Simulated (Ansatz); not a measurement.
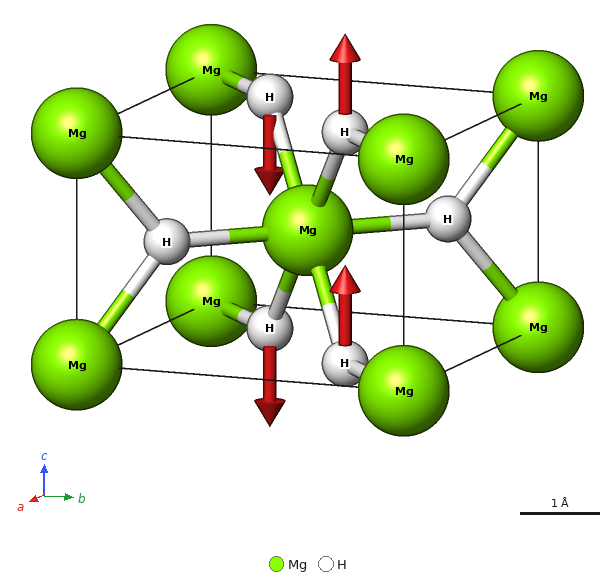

Lattice vibrations of crystalline MgH2 (a generated structure), space group P4₂/mnm (No. 136), at the zone centre. The optical levels lie at 183, 290, 297 (×2), 519 (×2), 784, 850, 963 (×2), 1107, 1175 (×2), 1275, 1464 cm⁻¹. One mode is drawn. The red arrows give the relative displacements of the atoms. The picture is a ball-and-stick view of the cell of the calculation, seen slightly off an axis.

The calculation used DFT PBE, scalar-relativistic, plane waves, PAW in Ansatz. Set-up: plane-wave cutoff 420 eV; k-point mesh 6 × 6 × 8; occupations fixed; no spin polarisation.

Frequencies are those without the non-analytic (LO–TO) term.

Which of these frequencies is the drawn mode's?

The level at 963 cm⁻¹. This is the E_g mode (doubly degenerate; one member of the set is drawn), optical level 7 of 11, counted from below, Raman-active by symmetry. The Mg atoms stay at rest; all motion is along c; atoms of one kind move against one another, with no net shift of their sublattice; it stretches the shortest H–Mg bonds (1.96 Å).
